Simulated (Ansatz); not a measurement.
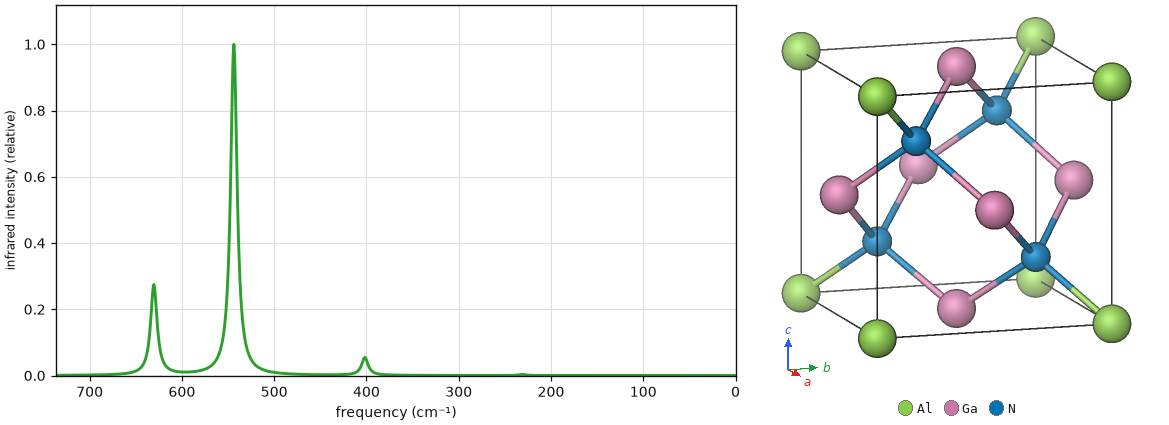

Infrared spectrum of the zone-centre phonons for AlGa₃N₄, space group P-43m (No. 215). Lines are broadened by Lorentzians of 8.4 cm⁻¹ full width; the spectrum is scaled to its strongest line. These are zero-field (TO) frequencies; inactive modes don't show. The conventional cell is drawn beside the plot.

The strongest infrared line is at 543.7 cm⁻¹, followed by 630.4 (27 % of it).

Calculation (Ansatz 0.2.0): infrared-active and silent optical phonons at the zone centre of an insulator with atoms at rest in the given cell, intensity summed over the level, zero macroscopic field, imaginary frequencies are negative, field response on a mesh refined by the program; PAW. Level: PBEsol, no spin polarisation.

wave cutoff 420 eV; k mesh 6×6×6; occupations fixed; volume relative to the relaxed cell 1.02.

The given structure:
```
CELL_PARAMETERS angstrom
4.49716 0.00000 0.00000
0.00000 4.49716 0.00000
0.00000 0.00000 4.49716
ATOMIC_POSITIONS crystal
Al 0.00000 0.00000 0.00000
Ga 0.50000 0.50000 0.00000
Ga 0.50000 0.00000 0.50000
Ga 0.00000 0.50000 0.50000
N 0.75502 0.75502 0.24498
N 0.75502 0.24498 0.75502
N 0.24498 0.75502 0.75502
N 0.24498 0.24498 0.24498
```

Caveats: field response not converged on the k mesh.
